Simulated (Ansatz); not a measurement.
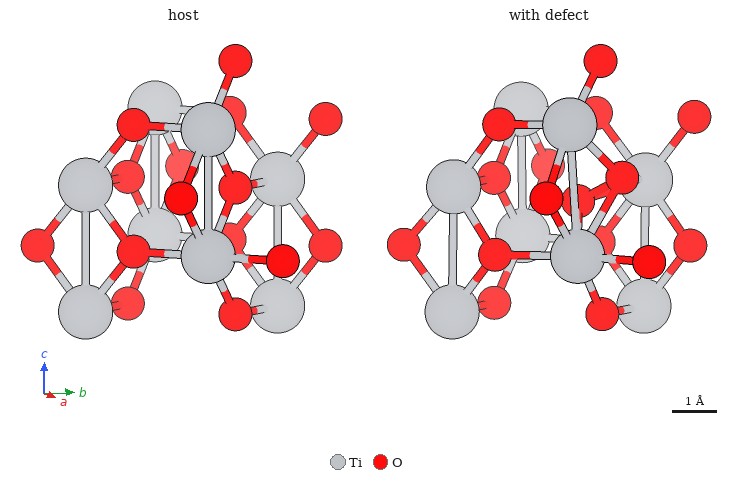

Left: perfect TiO$_{2}$. Right: the same region with one point defect, after relaxing the atoms in a supercell of 72 sites. Style: ball-and-stick. Shown: the atoms within 3.8 Å of one point, slightly off an axis.

Level of theory: DFT, PBEsol, PAW, plane waves (Ansatz 0.2.0). Set-up: plane-wave cutoff 420 eV; k-point mesh 1 × 1 × 1; mesh shifted by (0.25, 0.25, 0.25); no spin polarisation. Fermi-Dirac smearing of 0.01 eV. The axes drawn are those of the host's conventional cell.

### Which defect is it?

An extra oxygen atom is put between the host's atoms (an interstitial).

The charge state of the cell is 0.

### What does the relaxation do around it?

The O atom starts with 4 O at 1.81 to 1.82 Å around its place and ends with 1 O at 1.43 Å. Of the host's atoms, an oxygen atom moves furthest from its site, by 0.61 Å. The O atom itself moves 1.00 Å from where it was put.
